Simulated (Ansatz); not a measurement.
Consider YN.

The calculation's input:

```
crystal:
  lattice:
    - [0.0, 2.53604, 2.53604]
    - [2.53604, 0.0, 2.53604]
    - [2.53604, 2.53604, 0.0]
  atoms:
    - { symbol: "Y", position: [0.0, 0.0, 0.0] }
    - { symbol: "N", position: [0.5, 0.5, 0.5] }
basis:
  ecutwfc: 420
kpoints:
  mp_grid: { grid: [12, 12, 12] }
hamiltonian:
  xc: lda
scf:
  occupations: { method: gaussian, width: 0.03 }
output:
  forces: true
  stress: true
  eigenvalues: true
  write_density: true
  write_potential: true
  elf: true
  volumetric_format: npy
```

Launched as:

```sh
ansatz run input.yaml --threads 1 --pin off --max-ram 1228MiB --backend cpu --events-out ev --progress --plain --runs-dir out
```

Below, planes, directions and counts refer to the conventional cell (a = 5.07 Å, b = 5.07 Å, c = 5.07 Å, α = 90.00°, β = 90.00°, γ = 90.00°).

Space group Fm-3m; changed on purpose from its base cell (strain +0.040 along x and y, +0.040 along z, atoms carried along); computed pressure about −20 GPa in this cell.

Level of theory: DFT LDA, scalar-relativistic, plane waves, PAW in Ansatz.

Question: What will maps of the valence pseudo-density and electron localisation function show?

Answer: Y–N (2.54 Å): ρ at the midpoint is about 0.29 e/Å³; the ELF peaks at about 0.80 in the valence shell of N, 0.7 Å from its nucleus, and drops to about 0.15 between the two atoms: a largely ionic contact.

Question: Metal or insulator at this level of theory?

Answer: It is gapped, with a Kohn–Sham gap of 0.27 eV on the k-point mesh (the band edges may lie off the mesh, which would make the gap smaller).

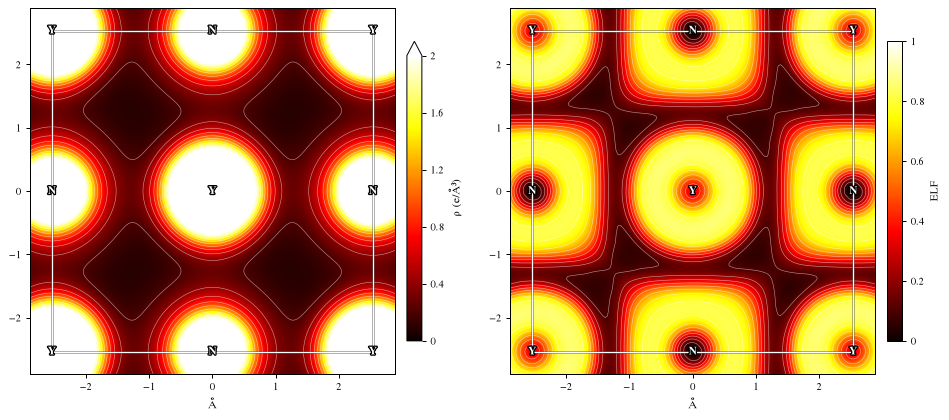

Computed valence pseudo-density and electron localisation function on the (100) plane of the conventional cell, in this order. 

In a PAW calculation such maps are meaningful between the atoms, not at the nuclei.
